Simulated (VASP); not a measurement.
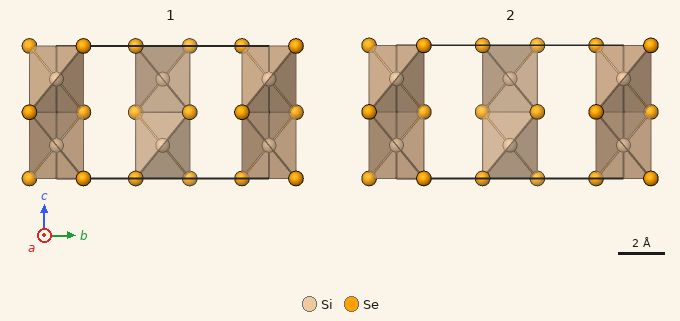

Two geometries of solid SiSe2 (set up in Ibam), drawn at one scale. One is the start of a relaxation, the other its converged end. A polyhedral model of the conventional cell (2 times the calculation's cell), seen along the a axis. Lengths and directions refer to the drawn axes.

The calculation used VASP 6.6.1, Kohn-Sham DFT of a periodic cell, PBE with D3(BJ), VASP PAW PBE potentials, recommended. (plane-wave cutoff 600 eV; k-point mesh 6 × 6 × 6; occupations gaussian; smearing width 0.03 eV; no spin polarisation)

Question: Which of the two is the end point?

Answer: Structure 1 is the relaxed one. The run lets cell and atoms move. The largest moves relative to the cell, 0.13 Å, are those of Se atoms. Si stays in place. Cell: a 6.224 → 5.913 Å (−5.0 %), b 10.020 → 9.378 Å (−6.4 %), c 5.871 → 5.847 Å (−0.4 %). Volume −11.5 %. Near-neighbour distances that change, for instance: Se–Si 2.284 → 2.297 Å. Bond angles that change, for instance: Se–Si–Se 112.7° → 110.4°. The space group stays Ibam (No. 72). The energy falls by 14.4 meV per atom in 18 geometry steps. Largest force component: 0.26 eV/Å at the start, 0.0042 eV/Å at the end. The pressure goes from 0.28 to −0.02 GPa. The volume changes by over a tenth within one run on a fixed set of plane waves, so the end point should be relaxed again from the new cell.
